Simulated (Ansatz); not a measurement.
Take the following structure.

```yaml
crystal:
  lattice:
    - [4.72609, 0.00000, 0.00000]
    - [0.00000, 4.72609, 0.00000]
    - [0.00000, 0.00000, 4.72609]
  atoms:
    - { symbol: Sn, position: [0.50000, 0.00000, 0.52645] }
    - { symbol: Sn, position: [0.50000, 0.50000, 0.02645] }
    - { symbol: Sn, position: [0.00000, 0.50000, 0.52645] }
    - { symbol: Se, position: [0.00000, 0.00000, 0.00000] }
```

> What does this file describe?

Chemical formula Sn3Se. The structure has P4mm (No. 99) symmetry and a primitive tetragonal lattice. With Z = 1, the cell contains 3 Sn, 1 Se. Counting contacts within bonding distance, the coordination numbers are Sn 2 to 4 (mean 2.7) and Se 8.

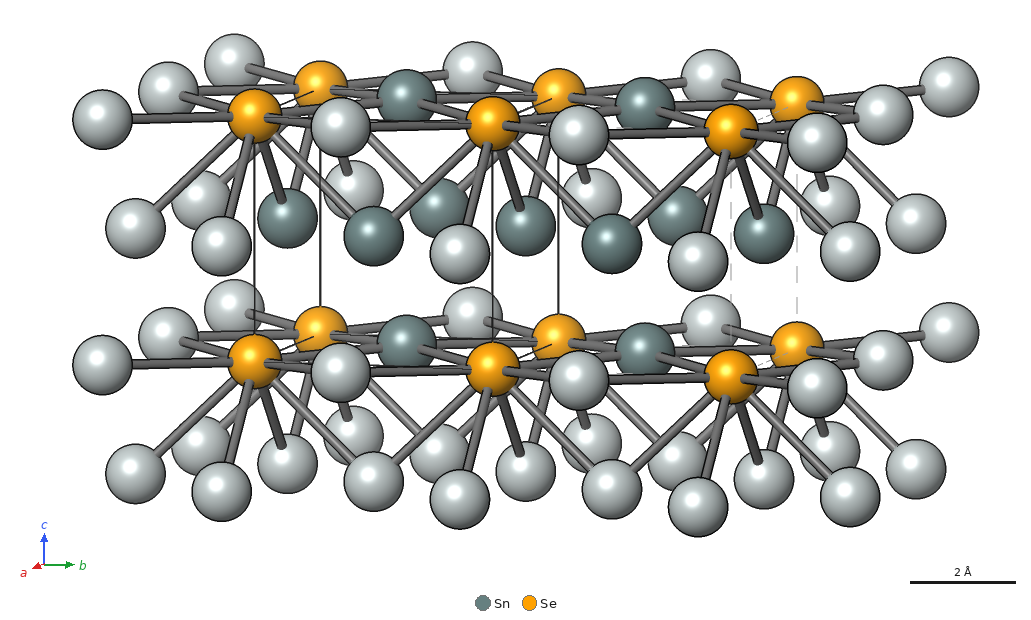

We look at a ball-and-stick model of the crystal slightly off an axis. Shown are 1×2×1 repeats of the conventional unit cell, one of them outlined in solid lines. The first bonded neighbours in the surrounding cells are also shown, in fainter colours. Colours: tin teal, selenium orange.

Starting structure: a structure listed in the Materials Project. The cell was then strained or its atoms displaced on purpose. Ansatz was used for an electronic-structure calculation on it.
